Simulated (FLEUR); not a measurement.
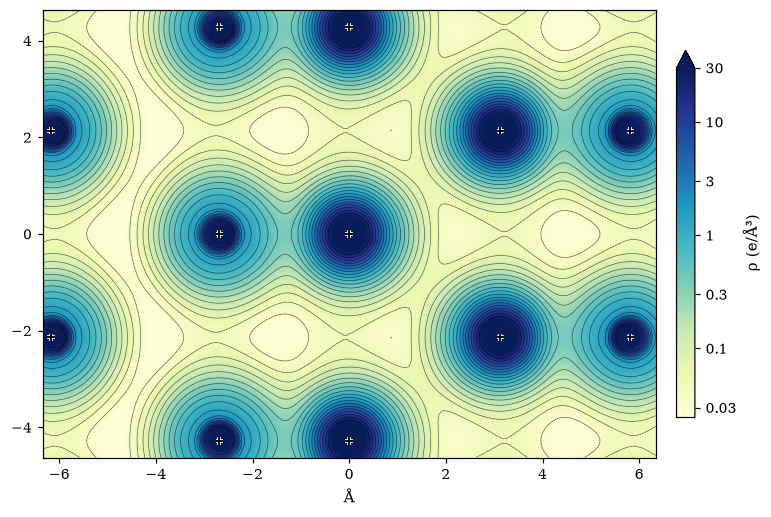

The electron density on a plane through atoms (crosses mark nuclei in the plane).

The calculation used FLEUR, Kohn-Sham DFT of a periodic cell, PBEsol, all-electron.

Candidates:
A. KTaO3, a = 3.99 Å, b = 3.99 Å, c = 3.99 Å, α = 90.00°, β = 90.00°, γ = 90.00°. Space group Pm-3m.
B. GaN, a = 3.18 Å, b = 3.18 Å, c = 5.17 Å, α = 90.00°, β = 90.00°, γ = 120.00°. Space group P6₃mc.
C. PbS, a = 4.16 Å, b = 11.98 Å, c = 4.28 Å, α = 90.00°, β = 90.00°, γ = 90.00°. Space group Cmcm; a structure from a database of computed crystals, not necessarily the ambient phase.

Which system is this?

Answer. Candidate C: PbS on the (100) plane of the conventional cell, which holds Pb and S. Pb–S (2.69 Å): ρ is about 0.38 e/Å³ halfway.
